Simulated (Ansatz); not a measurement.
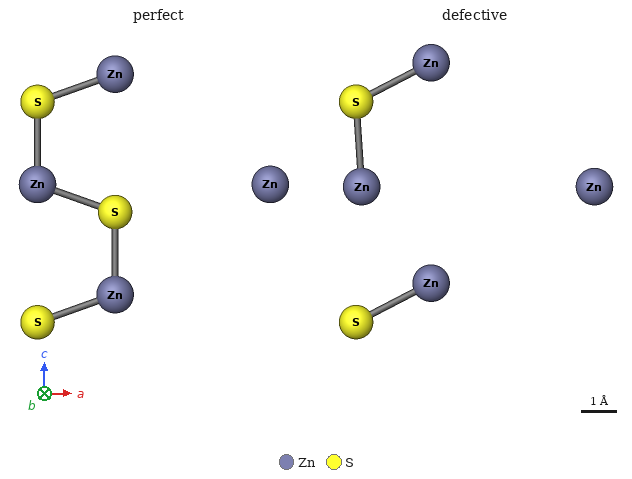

Left: perfect ZnS. Right: the same region with one point defect, after relaxing the atoms in a supercell of 12 sites. The picture is a ball-and-stick view of the atoms within 5.1 Å of one point, in a slice 3.4 Å thick across the line of sight, seen along the b axis.

Level of theory: DFT PBE, scalar-relativistic, plane waves, PAW (Ansatz). (plane-wave cutoff 420 eV; k-point mesh 2 × 2 × 2; occupations gaussian; smearing width 0.01 eV; no spin polarisation) The cell is small and the k-mesh coarse, so the numbers are rough. The axes drawn are those of the host's conventional cell.

Which defect is it?

A sulfur atom is taken out (a vacancy).

The charge state of the cell is 0.

How does the lattice respond?

Around the empty S site the host had 4 Zn at 2.36 Å; after relaxation the nearest atoms are 4 Zn at 2.03 to 2.12 Å. Of the host's atoms, a zinc atom moves furthest from its site, by 0.33 Å. Relaxing the atoms from the host's sites lowers the energy by 0.30 eV. At a tolerance of 0.02 Å the relaxed supercell has space group P31m.
